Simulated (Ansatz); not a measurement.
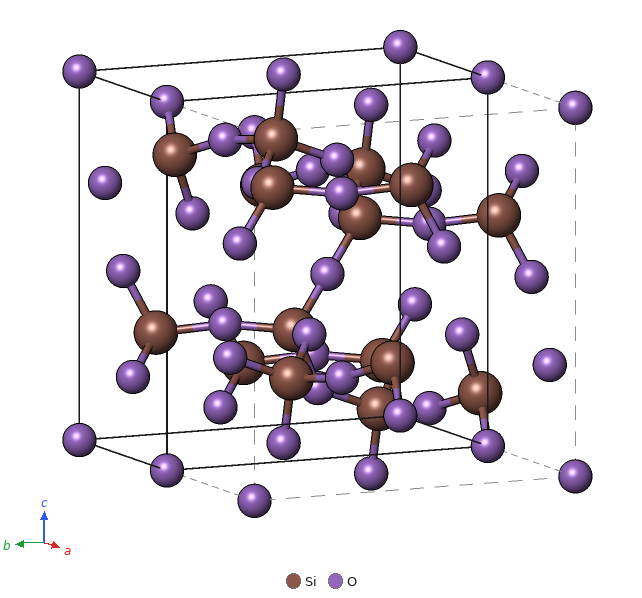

The figure gives a ball-and-stick picture of the atoms, viewed from a general direction. The structure is repeated 2×1×1 times; solid lines mark one conventional unit cell.

SiO2, space group Pccn (No. 56), a = 4.71 Å, b = 8.09 Å, c = 8.53 Å, α = 90.00°, β = 90.00°, γ = 90.00°.

Calculation details: DFT r2SCAN, scalar-relativistic, plane waves, PAW (Ansatz 0.2.0); E_cut = 500 eV, 6×4×4 k-mesh, Gaussian smearing of 0.02 eV, no spin polarisation.

Question: Does it come out as a metal, or with a gap?

Answer: An insulator at this level, with a gap of 6.35 eV on the k-mesh (the true edges may lie between mesh points, so the gap can be somewhat smaller).

The model was built from a structure listed in the Materials Project. The atoms were relaxed in a fixed cell with DFT r2SCAN, scalar-relativistic, plane waves, PAW (Ansatz 0.2.0).
